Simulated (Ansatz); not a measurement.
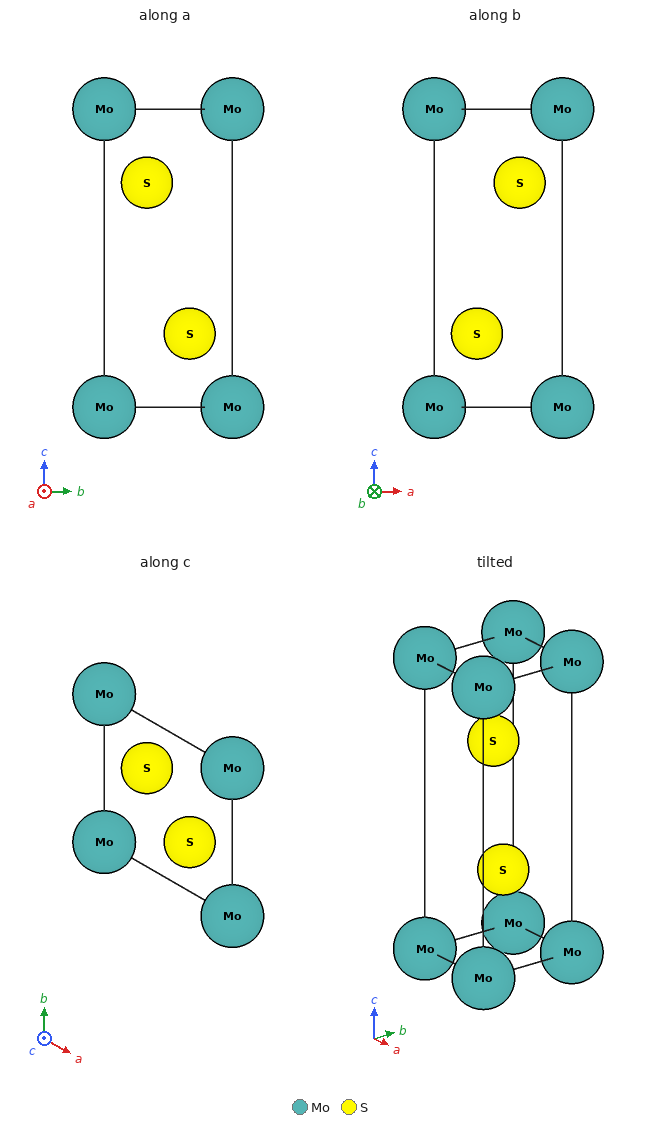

The crystal in a spheres-only representation, seen along the a axis, along the b axis, along the c axis and slightly off an axis. The edges of the conventional unit cell are marked.

Lattice parameters: a = 3.1883 Å, b = 3.1883 Å, c = 6.4196 Å, α = 90.000°, β = 90.000°, γ = 120.000°.

### Give the atomic positions as a CIF in P1 with every atom of the cell, with free fractional coordinates to two decimals.

```cif
data_structure
_symmetry_space_group_name_H-M 'P 1'
_symmetry_Int_Tables_number 1
_cell_length_a 3.1883
_cell_length_b 3.1883
_cell_length_c 6.4196
_cell_angle_alpha 90.000
_cell_angle_beta 90.000
_cell_angle_gamma 120.000
_cell_volume 56.52
loop_
_atom_site_label
_atom_site_type_symbol
_atom_site_fract_x
_atom_site_fract_y
_atom_site_fract_z
_atom_site_occupancy
Mo1 Mo 0.00 0.00 0.00 1
S1 S 0.3333 0.6667 0.25 1
S2 S 0.6667 0.3333 0.75 1
```

The structure was taken from a structure type filled with these elements by a generator (whether the compound takes this form wasn't checked). It was relaxed at fixed volume with Ansatz, DFT PBE, scalar-relativistic, plane waves, PAW.
